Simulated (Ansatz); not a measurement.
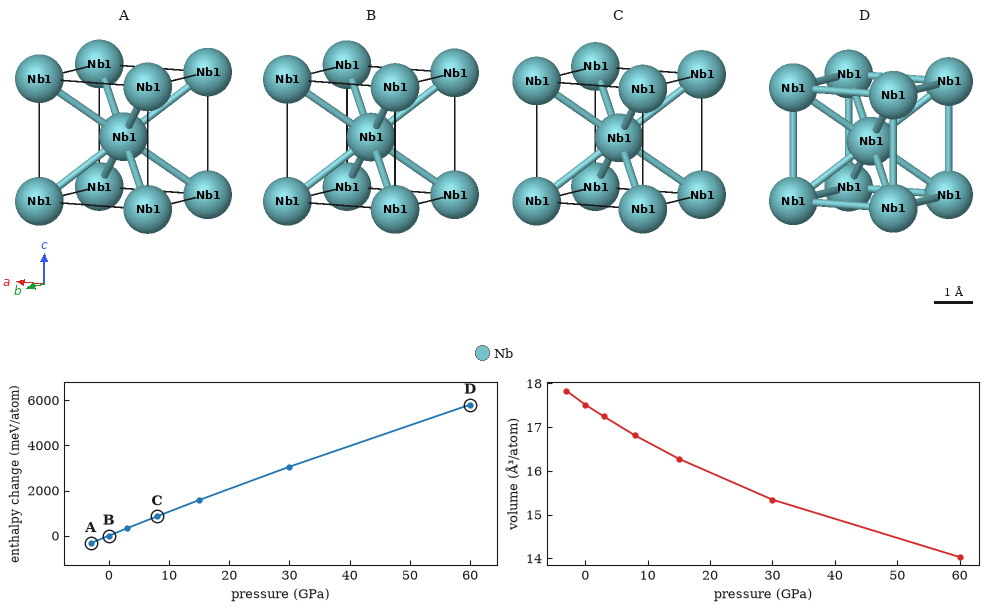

Members of a series of calculations on a crystal of Nb (set up in Im-3m), marked on the first curve. A ball-and-stick model of the conventional cell (2 times the calculation's cell), seen from a free direction. Lengths and directions refer to the drawn axes.

Theory: Ansatz 0.2.0, DFT PBEsol, scalar-relativistic, plane waves, PAW. (plane-wave cutoff 420 eV; occupations gaussian; smearing width 0.1 eV; no spin polarisation) The k-mesh is chosen for each cell (18×18×18, 20×20×20).

Q: How does the crystal respond to pressure?

A: The structure is relaxed at several pressures. A (pressure −3.0 GPa): enthalpy change −331 meV/atom, volume 17.83 Å³ per atom. B (pressure 0.0 GPa): enthalpy change 0.0 meV/atom, volume 17.52 Å³ per atom. C (pressure 8.0 GPa): enthalpy change 856 meV/atom, volume 16.81 Å³ per atom. D (pressure 60.0 GPa): enthalpy change 5807 meV/atom, volume 14.03 Å³ per atom. The rest compares A with D. The volume changes by −21.3 %, with a = b = c 3.292 → 3.039 Å (−7.7 %). Near-neighbour distances before and after: Nb–Nb 3.292 → 3.039 Å, Nb–Nb 2.851 → 2.632 Å.
